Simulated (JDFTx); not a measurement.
# Geometry relaxation of NaF (part 2 of 2)

Continued. System: NaF (Fm-3m, 2 atoms in the cell). Method: Kohn-Sham DFT of a periodic cell, PBE with D2, PseudoDojo-SR-PBE-0.5-standard, no spin polarisation (JDFTx 1.7.0 (patched build)); cutoff 1197.3 eV, 10×10×10 k-mesh, fermi-dirac of 0.05 eV. The structure derives from an entry of the Crystallography Open Database.

Geometry of the input (Å; fractional positions):
```
0.0000  2.3200  2.3200
2.3200  0.0000  2.3200
2.3200  2.3200  0.0000
Na 0.0000  0.0000  0.0000
F  0.5000  0.5000  0.5000
```

What the program printed, continued
```
-------- Electronic minimization -----------
Will mix electronic density at each iteration.
	FillingsUpdate:  mu: +0.100000000  nElectrons: 16.000000
	FillingsUpdate:  mu: +0.100000000  nElectrons: 16.000000
SCF: Cycle:  0   F: -69.873861770428363   dF: -4.779e-08   |Residual|: 8.976e-05   |deigs|: 1.923e-05
	FillingsUpdate:  mu: +0.100000000  nElectrons: 16.000000
SCF: Cycle:  1   F: -69.873861776657691   dF: -6.229e-09   |Residual|: 9.294e-06   |deigs|: 1.814e-05
	FillingsUpdate:  mu: +0.100000000  nElectrons: 16.000000
SCF: Cycle:  2   F: -69.873861776731545   dF: -7.385e-11   |Residual|: 3.391e-06   |deigs|: 7.549e-06
	FillingsUpdate:  mu: +0.100000000  nElectrons: 16.000000
SCF: Cycle:  3   F: -69.873861776741876   dF: -1.033e-11   |Residual|: 8.320e-07   |deigs|: 5.747e-06
SCF: Converged (|Delta E|<1.000000e-09 for 2 iters).

Setting wave functions to eigenvectors of Hamiltonian
LatticeMinimize: 	Wolfe criterion not satisfied: alpha: 3  (E-E0)/|gdotd0|: -2.93917  gdotd/gdotd0: 0.941125 (taking cubic step)

-------- Electronic minimization -----------
Will mix electronic density at each iteration.
	FillingsUpdate:  mu: +0.100000000  nElectrons: 16.000000
	FillingsUpdate:  mu: +0.100000000  nElectrons: 16.000000
SCF: Cycle:  0   F: -69.873862477535639   dF: -1.854e-07   |Residual|: 2.067e-04   |deigs|: 5.801e-06
	FillingsUpdate:  mu: +0.100000000  nElectrons: 16.000000
SCF: Cycle:  1   F: -69.873862509618391   dF: -3.208e-08   |Residual|: 1.673e-05   |deigs|: 3.334e-05
	FillingsUpdate:  mu: +0.100000000  nElectrons: 16.000000
SCF: Cycle:  2   F: -69.873862509965818   dF: -3.474e-10   |Residual|: 5.766e-06   |deigs|: 4.766e-06
	FillingsUpdate:  mu: +0.100000000  nElectrons: 16.000000
SCF: Cycle:  3   F: -69.873862509995163   dF: -2.935e-11   |Residual|: 1.596e-06   |deigs|: 2.626e-06
SCF: Converged (|Delta E|<1.000000e-09 for 2 iters).

Setting wave functions to eigenvectors of Hamiltonian
# Lattice vectors:
R =
[            0      4.38562      4.38562  ]
[      4.38562            0      4.38562  ]
[      4.38562      4.38562            0  ]
unit cell volume = 168.703

# Strain tensor in Cartesian coordinates:
[  0.000331346            0            0  ]
[            0  0.000331346            0  ]
[            0            0  0.000331346  ]

# Stress tensor in Cartesian coordinates [Eh/a0^3]:
[     -7.2e-06            0            0  ]
[            0     -7.2e-06            0  ]
[            0            0     -7.2e-06  ]

# Ionic positions in lattice coordinates:
ion Na   0.000000000000000  -0.000000000000000  -0.000000000000000 1
ion F   0.500000000000000   0.500000000000000   0.500000000000000 1

# Forces in Cartesian coordinates:
force Na   0.000000000000000   0.000000000000000  -0.000000000000000 1
force F   0.000000000000000   0.000000000000000   0.000000000000000 1

# Energy components:
   Eewald =      -41.8036028691490955
       EH =       22.7600290524320528
     Eloc =      -65.6373858816958915
      Enl =      -17.4491053089775328
     EvdW =       -0.0194460409547674
      Exc =      -12.4963769106304561
 Exc_core =        0.6289790118401261
       KE =       44.1430464371403986
-------------------------------------
     Etot =      -69.8738625099951634
       TS =        0.0000000000000000
-------------------------------------
        F =      -69.8738625099951634

LatticeMinimize: Iter:   1  F: -69.873862509995163  |grad|_K:  3.809e-04  alpha:  7.000e+00  linmin: -1.000e+00

#--- Lowdin population analysis ---
# oxidation-state Na +0.790
# oxidation-state F -0.745

-------- Electronic minimization -----------
Will mix electronic density at each iteration.
	FillingsUpdate:  mu: +0.100000000  nElectrons: 16.000000
	FillingsUpdate:  mu: +0.100000000  nElectrons: 16.000000
SCF: Cycle:  0   F: -69.873862870304862   dF: -1.469e-05   |Residual|: 1.945e-03   |deigs|: 1.755e-04
	FillingsUpdate:  mu: +0.100000000  nElectrons: 16.000000
SCF: Cycle:  1   F: -69.873865525563644   dF: -2.655e-06   |Residual|: 2.033e-04   |deigs|: 3.049e-04
	FillingsUpdate:  mu: +0.100000000  nElectrons: 16.000000
SCF: Cycle:  2   F: -69.873865568990510   dF: -4.343e-08   |Residual|: 3.890e-05   |deigs|: 3.192e-05
	FillingsUpdate:  mu: +0.100000000  nElectrons: 16.000000
SCF: Cycle:  3   F: -69.873865570738502   dF: -1.748e-09   |Residual|: 1.696e-05   |deigs|: 8.020e-06
	FillingsUpdate:  mu: +0.100000000  nElectrons: 16.000000
SCF: Cycle:  4   F: -69.873865570963403   dF: -2.249e-10   |Residual|: 1.188e-05   |deigs|: 1.277e-06
	FillingsUpdate:  mu: +0.100000000  nElectrons: 16.000000
SCF: Cycle:  5   F: -69.873865570985487   dF: -2.208e-11   |Residual|: 4.497e-06   |deigs|: 1.879e-06
SCF: Converged (|Delta E|<1.000000e-09 for 2 iters).

Setting wave functions to eigenvectors of Hamiltonian
# Lattice vectors:
R =
[            0      4.39307      4.39307  ]
[      4.39307            0      4.39307  ]
[      4.39307      4.39307            0  ]
unit cell volume = 169.564

# Strain tensor in Cartesian coordinates:
[   0.00203016            0            0  ]
[            0   0.00203016            0  ]
[            0            0   0.00203016  ]

# Stress tensor in Cartesian coordinates [Eh/a0^3]:
[    1.611e-07            0            0  ]
[            0    1.611e-07            0  ]
[            0            0    1.611e-07  ]

# Ionic positions in lattice coordinates:
ion Na   0.000000000000000  -0.000000000000000   0.000000000000000 1
ion F   0.500000000000000   0.500000000000000   0.500000000000000 1

# Forces in Cartesian coordinates:
force Na  -0.000000000000000   0.000000000000000   0.000000000000000 1
force F  -0.000000000000000   0.000000000000000  -0.000000000000000 1

# Energy components:
   Eewald =      -41.7327301806603970
       EH =       22.8059502623606960
     Eloc =      -65.7522082026224126
      Enl =      -17.4480020460889946
     EvdW =       -0.0193996277446791
      Exc =      -12.4952623651961652
 Exc_core =        0.6289790103797642
       KE =       44.1388075785867073
-------------------------------------
     Etot =      -69.8738655709854868

LatticeMinimize: Iter:   2  F: -69.873865570985487  |grad|_K:  8.566e-06  alpha:  1.000e+00  linmin:  1.000e+00

#--- Lowdin population analysis ---
# oxidation-state Na +0.790
# oxidation-state F -0.745

-------- Electronic minimization -----------
Will mix electronic density at each iteration.
	FillingsUpdate:  mu: +0.100000000  nElectrons: 16.000000
	FillingsUpdate:  mu: +0.100000000  nElectrons: 16.000000
SCF: Cycle:  0   F: -69.873865570495965   dF: -6.683e-09   |Residual|: 2.277e-05   |deigs|: 7.197e-07
	FillingsUpdate:  mu: +0.100000000  nElectrons: 16.000000
SCF: Cycle:  1   F: -69.873865571180147   dF: -6.842e-10   |Residual|: 1.707e-05   |deigs|: 4.380e-06
	FillingsUpdate:  mu: +0.100000000  nElectrons: 16.000000
SCF: Cycle:  2   F: -69.873865571229999   dF: -4.985e-11   |Residual|: 1.253e-05   |deigs|: 4.062e-06
SCF: Converged (|Delta E|<1.000000e-09 for 2 iters).

Setting wave functions to eigenvectors of Hamiltonian
# Lattice vectors:
R =
[            0      4.39291      4.39291  ]
[      4.39291            0      4.39291  ]
[      4.39291      4.39291            0  ]
unit cell volume = 169.546

# Strain tensor in Cartesian coordinates:
[   0.00199496            0            0  ]
[            0   0.00199496            0  ]
[            0            0   0.00199496  ]

# Stress tensor in Cartesian coordinates [Eh/a0^3]:
[ -2.93881e-07            0            0  ]
[            0 -2.93881e-07            0  ]
[            0            0 -2.93881e-07  ]

# Ionic positions in lattice coordinates:
ion Na   0.000000000000000  -0.000000000000000   0.000000000000000 1
ion F   0.500000000000000   0.500000000000000   0.500000000000000 1

# Forces in Cartesian coordinates:
force Na  -0.000000000000000  -0.000000000000000  -0.000000000000000 1
force F   0.000000000000000   0.000000000000000   0.000000000000000 1

# Energy components:
   Eewald =      -41.7341960786205632
       EH =       22.8049537527440940
     Eloc =      -65.7497530679620326
      Enl =      -17.4480077267319871
     EvdW =       -0.0194005762177349
      Exc =      -12.4952735785626849
 Exc_core =        0.6289790106904574
       KE =       44.1388326934304587
-------------------------------------
     Etot =      -69.8738655712299987

LatticeMinimize: Iter:   3  F: -69.873865571229999  |grad|_K:  1.562e-05  alpha:  1.000e+00  linmin:  1.000e+00

#--- Lowdin population analysis ---
# oxidation-state Na +0.790
# oxidation-state F -0.745

-------- Electronic minimization -----------
Will mix electronic density at each iteration.
	FillingsUpdate:  mu: +0.100000000  nElectrons: 16.000000
	FillingsUpdate:  mu: +0.100000000  nElectrons: 16.000000
SCF: Cycle:  0   F: -69.873865571228393   dF: -2.975e-09   |Residual|: 1.317e-06   |deigs|: 5.868e-07
	FillingsUpdate:  mu: +0.100000000  nElectrons: 16.000000
SCF: Cycle:  1   F: -69.873865571398667   dF: -1.703e-10   |Residual|: 6.436e-06   |deigs|: 6.147e-07
	FillingsUpdate:  mu: +0.100000000  nElectrons: 16.000000
SCF: Cycle:  2   F: -69.873865571401851   dF: -3.183e-12   |Residual|: 6.691e-06   |deigs|: 5.379e-07
SCF: Converged (|Delta E|<1.000000e-09 for 2 iters).

Setting wave functions to eigenvectors of Hamiltonian
# Lattice vectors:
R =
[            0      4.39301      4.39301  ]
[      4.39301            0      4.39301  ]
[      4.39301      4.39301            0  ]
unit cell volume = 169.558

# Strain tensor in Cartesian coordinates:
[   0.00201848            0            0  ]
[            0   0.00201848            0  ]
[            0            0   0.00201848  ]

# Stress tensor in Cartesian coordinates [Eh/a0^3]:
[  3.53352e-09            0            0  ]
[            0  3.53352e-09            0  ]
[            0            0  3.53352e-09  ]

# Ionic positions in lattice coordinates:
ion Na   0.000000000000000  -0.000000000000000   0.000000000000000 1
ion F   0.500000000000000   0.500000000000000   0.500000000000000 1

# Forces in Cartesian coordinates:
force Na  -0.000000000000000  -0.000000000000000   0.000000000000000 1
force F  -0.000000000000000   0.000000000000000  -0.000000000000000 1

# Energy components:
   Eewald =      -41.7332165290926014
       EH =       22.8056201017202369
     Eloc =      -65.7513959997774151
      Enl =      -17.4480027986033299
     EvdW =       -0.0193999423715136
      Exc =      -12.4952664420424426
 Exc_core =        0.6289790104814221
       KE =       44.1388170282837962
-------------------------------------
     Etot =      -69.8738655714018506

LatticeMinimize: Iter:   4  F: -69.873865571401851  |grad|_K:  1.879e-07  alpha:  1.000e+00  linmin:  1.000e+00
LatticeMinimize: Converged (|Delta F|<1.000000e-06 for 2 iters).

#--- Lowdin population analysis ---
# oxidation-state Na +0.790
# oxidation-state F -0.745

Dumping 'run.eigStats' ...
	eMin: -1.699667 at state 0 ( [ +0.000000 +0.000000 +0.000000 ] spin 0 )
	HOMO: +0.031596 at state 0 ( [ +0.000000 +0.000000 +0.000000 ] spin 0 )
	mu  : +0.100000
	LUMO: +0.262591 at state 0 ( [ +0.000000 +0.000000 +0.000000 ] spin 0 )
	eMax: +0.989154 at state 24 ( [ +0.000000 +0.300000 +0.500000 ] spin 0 )
	HOMO-LUMO gap: +0.230995
	Optical gap  : +0.230995 at state 0 ( [ +0.000000 +0.000000 +0.000000 ] spin 0 )
Done!
```

Trajectory as extended XYZ (Å, eV, eV/Å), 5 frames, from step=0 to step=4
```
2
Lattice="0.0000 2.3200 2.3200 2.3200 0.0000 2.3200 2.3200 2.3200 0.0000" Properties=species:S:1:pos:R:3:forces:R:3 step=0 energy=-1901.36462
Na    0.0000    0.0000    0.0000    0.0000   0.0000   0.0000
F     2.3200    2.3200    2.3200    0.0000   0.0000   0.0000
2
Lattice="0.0000 2.3208 2.3208 2.3208 0.0000 2.3208 2.3208 2.3208 0.0000" Properties=species:S:1:pos:R:3:forces:R:3 step=1 energy=-1901.36466
Na    0.0000    0.0000    0.0000    0.0000   0.0000   0.0000
F     2.3208    2.3208    2.3208    0.0000   0.0000   0.0000
2
Lattice="0.0000 2.3247 2.3247 2.3247 0.0000 2.3247 2.3247 2.3247 0.0000" Properties=species:S:1:pos:R:3:forces:R:3 step=2 energy=-1901.36474
Na    0.0000    0.0000    0.0000    0.0000   0.0000   0.0000
F     2.3247    2.3247    2.3247    0.0000   0.0000   0.0000
2
Lattice="0.0000 2.3246 2.3246 2.3246 0.0000 2.3246 2.3246 2.3246 0.0000" Properties=species:S:1:pos:R:3:forces:R:3 step=3 energy=-1901.36474
Na    0.0000    0.0000    0.0000    0.0000   0.0000   0.0000
F     2.3246    2.3246    2.3246    0.0000   0.0000   0.0000
2
Lattice="0.0000 2.3247 2.3247 2.3247 0.0000 2.3247 2.3247 2.3247 0.0000" Properties=species:S:1:pos:R:3:forces:R:3 step=4 energy=-1901.36474
Na    0.0000    0.0000    0.0000    0.0000   0.0000   0.0000
F     2.3247    2.3247    2.3247    0.0000   0.0000   0.0000
```

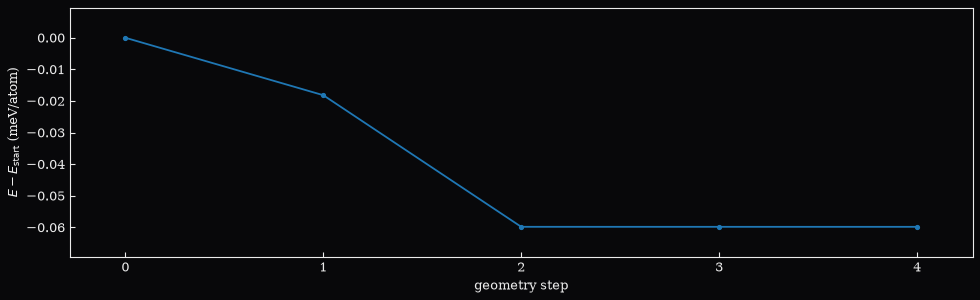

Figure 1. Progress of the relaxation, step by step (steps are counted from 0). Over 4 geometry steps the energy falls by 0.1 meV per atom. All forces vanish by symmetry, so only the cell relaxes. No atom moves by more than 0.005 Å relative to the cell. 

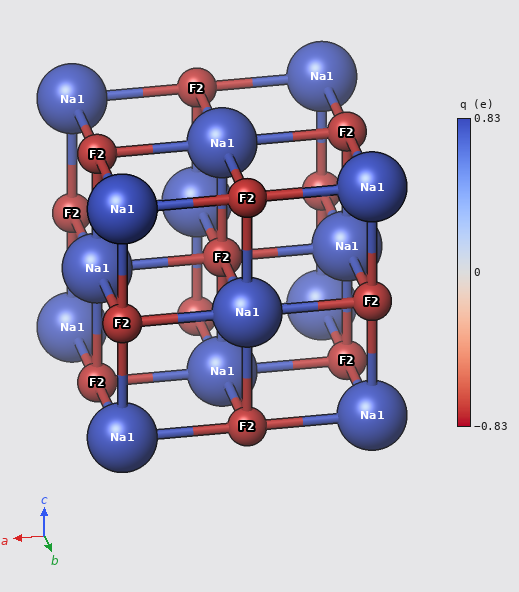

Figure 2. Löwdin charges, as the colour of each atom (ball-and-stick view of the cell 4 times as large as that of the calculation, set on its symmetry axes, seen at an oblique angle; atoms are numbered from 1 in the order of the input). By element: Na +0.79 and F −0.74 e.
